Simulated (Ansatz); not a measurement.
Consider GaAs.

Input file:

```
crystal:
  lattice:
    - [3.81014, 0.0, 0.0]
    - [0.0, 3.81014, 0.0]
    - [0.0, 0.0, 2.73891]
  atoms:
    - { symbol: Ga, position: [0.5, 0.5, 0.5] }
    - { symbol: As, position: [0.0, 0.0, 0.5] }
hamiltonian:
  xc: hse06
  pseudopotentials: { kind: paw_fr }
magnetization:
  noncollinear: true
  spin_orbit: true
kpoints:
  mp_grid: { grid: [3, 3, 4] }
scf:
  occupations: { method: fermi_dirac, width: 0.05 }
output:
  forces: true
  stress: true
  eigenvalues: true
  write_density: true
  write_potential: true
  elf: true
  volumetric_format: npy
```

Below, planes, directions and counts refer to the conventional cell (a = 3.81 Å, b = 3.81 Å, c = 2.74 Å, α = 90.00°, β = 90.00°, γ = 90.00°).

Space group P4/mmm; a generated structure, not necessarily the stable one; computed pressure about −4 GPa in this cell.

All numbers below come from Kohn-Sham DFT of a periodic cell, HSE06, spin-orbit coupling, Ansatz PAW (Ansatz 0.2.0).

> What will maps of the valence pseudo-density and electron localisation function show?

Ga–As (2.69 Å): ρ is about 0.31 e/Å³ halfway; the ELF peaks at about 0.70 between the atoms.
Ga–Ga (2.74 Å): ρ is about 0.29 e/Å³ halfway; the ELF peaks at about 0.65 between the atoms.
As–As (2.74 Å): ρ at the midpoint is about 0.31 e/Å³; the ELF is about 0.50 at the midpoint.

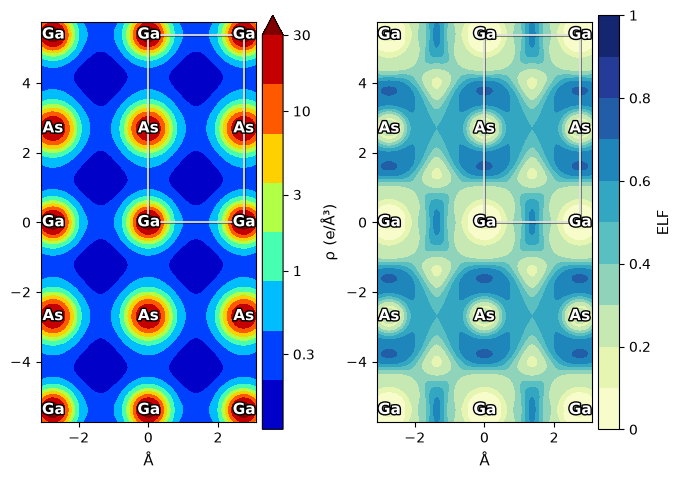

Computed valence pseudo-density and electron localisation function on the (110) plane of the conventional cell, in this order. 
